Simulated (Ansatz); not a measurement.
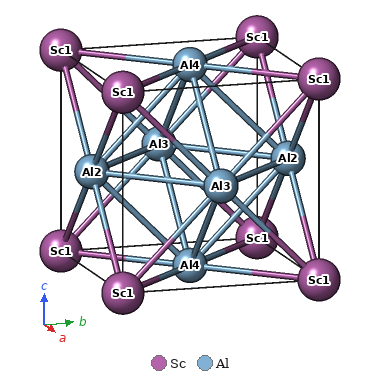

The system is ScAl3 (Pm-3m, No. 221; 4 atoms in the cell); the picture shows the reference structure. The cell is strained homogeneously, by one strain along x and y and another along z, with fractional coordinates fixed (x, y and z along the cube axes). The first coordinate is: strain along x and y; the second: strain along z. The scan uses a 5 × 5 grid. Energies are in meV/atom, from the lowest grid point. Level of theory: DFT PBE, scalar-relativistic, plane waves, PAW (Ansatz). Settings: cutoff 420 eV, k-mesh 12×12×12, gaussian smearing 0.15 eV, no spin polarisation.

Its coordinates:

```
CELL_PARAMETERS angstrom
4.10533 0.00000 0.00000
0.00000 4.10533 0.00000
0.00000 0.00000 4.10533
ATOMIC_POSITIONS crystal
Sc 0.00000 0.00000 0.00000
Al 0.50000 0.00000 0.50000
Al 0.00000 0.50000 0.50000
Al 0.50000 0.50000 0.00000
```

Range: strain along x and y from −8 to 8 %; strain along z from −8 to 8 %.

Question: What landscape does the calculation give?

Answer: The lowest grid point is at strain along x and y = 0 %, strain along z = 0 %. It is the only kind of minimum in the scanned range. The highest grid point, strain along x and y = −8 %, strain along z = −8 %, lies 349 meV/atom above the lowest. Round the minimum the valley is somewhat tilted: raising strain along x and y shifts the best value of strain along z downwards (coupling k₁₂/√(k₁₁k₂₂) about 0.3).

```csv
"strain along z ↓, strain along x and y →",−8,−4,0,4,8
8,189,72,53,105,208
4,177,44,14,59,155
0,192,43,0,33,120
−4,246,77,17,35,107
−8,349,154,71,68,117
```

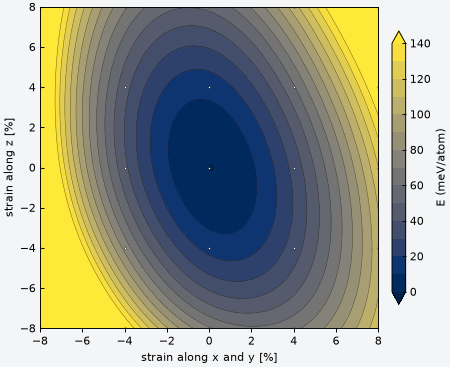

Drawn: filled contours, dots at the grid points, one colour for all values above the top of the scale. Between grid points the surface is interpolated.
